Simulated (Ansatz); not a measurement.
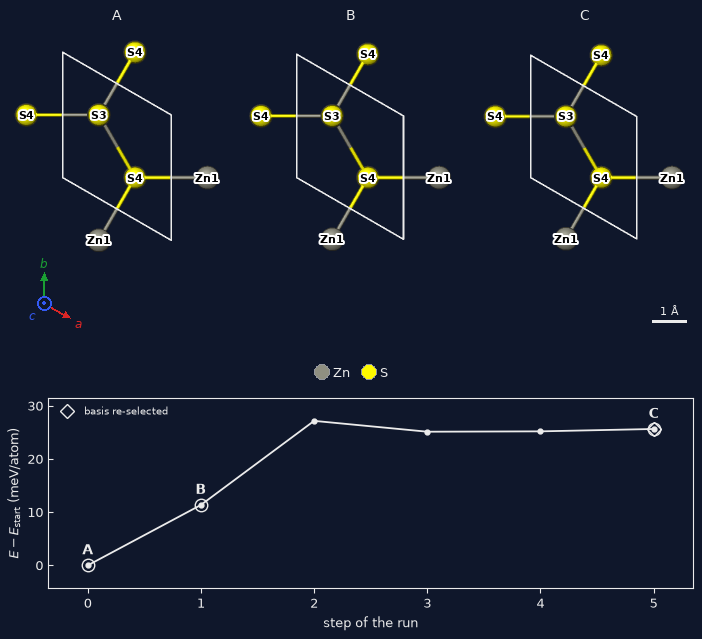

Frames of a relaxation of a crystal of ZnS (set up in P6_3mc), marked on the history of the run. A ball-and-stick model of the cell of the calculation, seen along the c axis.

Case: relaxed at 7 GPa.

Theory: DFT LDA, scalar-relativistic, plane waves, PAW (Ansatz 0.2.0). Settings: plane-wave cutoff 420 eV; k-point mesh 12 × 12 × 6; occupations fixed; target pressure 7 GPa; no spin polarisation; cell and atoms relaxed; force threshold 0.001 eV/Å; at most 60 steps.

Question: Describe the path.

Answer: The atoms keep their places relative to the cell (all moves are under 0.005 Å). Cell: a = b 3.738 → 3.648 Å (−2.4 %), c 6.143 → 6.015 Å (−2.1 %). Volume −6.7 %. Among the contacts that change: S–Zn 2.296 → 2.242 Å. The space group stays P6_3mc (No. 186). The energy rises by 25.7 meV per atom in 4 accepted moves (5 points after the start). With the target pressure of 7 GPa, the enthalpy E + pV changes by −29.1 meV per atom. Largest force component: 0.00015 eV/Å at the start, 0.00076 eV/Å at the end. Pressure: 0.00 GPa at the start and 6.99 GPa at the end. The SCF was repeated once at an unchanged geometry on a basis and grid sized afresh for the cell, which shifted the energy by 0.4 meV per atom at most. Cost: 2.6 min on 1 thread of Intel(R) Xeon(R) Processor @ 2.50GHz (Skylake/Cascade Lake), with other jobs on the host, peak memory 0.45 GiB. From step 0 to 1: volume −4.6 %, energy +11.4 meV per atom. From step 1 to 5: volume −2.2 %, energy +14.3 meV per atom.

| step | E − E(0), meV/atom | largest force component, eV/Å | pressure, GPa | volume, Å³/atom | note |
| --- | --- | --- | --- | --- | --- |
| 0 | 0.00 | 0.0002 | 0.00 | 18.586 |  |
| 1 | 11.37 | 0.0107 | 4.54 | 17.724 |  |
| 2 | 27.18 | 0.0129 | 7.30 | 17.289 |  |
| 3 | 25.14 | 0.0071 | 6.99 | 17.335 |  |
| 4 | 25.20 | 0.0008 | 7.00 | 17.334 |  |
| 5 | 25.65 | 0.0008 | 6.99 | 17.334 | same geometry, new basis |
